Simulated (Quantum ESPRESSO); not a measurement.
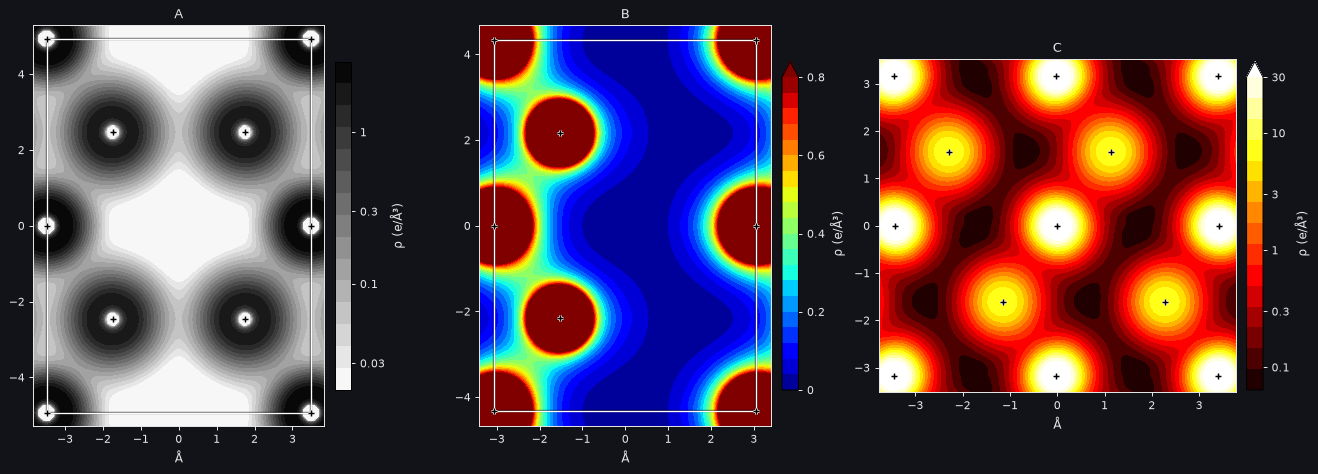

The valence charge density (pseudo) of 3 systems, each on a plane through atoms (crosses mark nuclei in the plane).

All numbers below come from Kohn-Sham DFT of a periodic cell, PBEsol, GBRV 1.5 PBEsol (Quantum ESPRESSO).

System 1: GaSb, the (101) plane of the conventional cell. Space group F-43m.

System 2: CuO, the (101̄) plane of the conventional cell. Space group Cc; not relaxed (largest force 0.8 eV/Å); computed pressure about −2 GPa in this cell.

```yaml
crystal:
  lattice:
    - [4.68930, 0.00000, 0.00000]
    - [0.00000, 3.42680, 0.00000]
    - [-0.86055, 0.00000, 5.05944]
  atoms:
    - { symbol: Cu, position: [0.25000, 0.75320, 0.50000] }
    - { symbol: Cu, position: [0.75000, 0.25320, 0.50000] }
    - { symbol: Cu, position: [0.25000, 0.24680, 0.00000] }
    - { symbol: Cu, position: [0.75000, 0.74680, 0.00000] }
    - { symbol: O, position: [0.48850, 0.08290, 0.75370] }
    - { symbol: O, position: [0.98850, 0.58290, 0.75370] }
    - { symbol: O, position: [0.48850, 0.91710, 0.25370] }
    - { symbol: O, position: [0.98850, 0.41710, 0.25370] }
```

System 3: SrCl$_{2}$, the (011) plane of the conventional cell. Space group Fm-3m.

```
Sr Cl
1.0
     6.97670    0.00000    0.00000
     0.00000    6.97670    0.00000
     0.00000    0.00000    6.97670
Sr Cl
4 8
Direct
  0.00000 0.00000 0.00000
  0.50000 0.50000 0.00000
  0.50000 0.00000 0.50000
  0.00000 0.50000 0.50000
  0.75000 0.25000 0.25000
  0.25000 0.75000 0.25000
  0.25000 0.25000 0.75000
  0.75000 0.75000 0.75000
  0.25000 0.25000 0.25000
  0.75000 0.75000 0.25000
  0.75000 0.25000 0.75000
  0.25000 0.75000 0.75000
```

**Which map belongs to which system?**

Panel A is system 3, SrCl$_{2}$: the plane holds Sr and Cl. Sr–Cl (3.02 Å): ρ at the midpoint is about 0.14 e/Å³. Panel B is system 1, GaSb: the plane holds Sb and Ga. Ga–Sb (2.65 Å): ρ is about 0.42 e/Å³ halfway. Panel C is system 2, CuO: the plane holds Cu and O. Cu–O (1.93 Å): the density is about 0.68 e/Å³ at the midpoint.
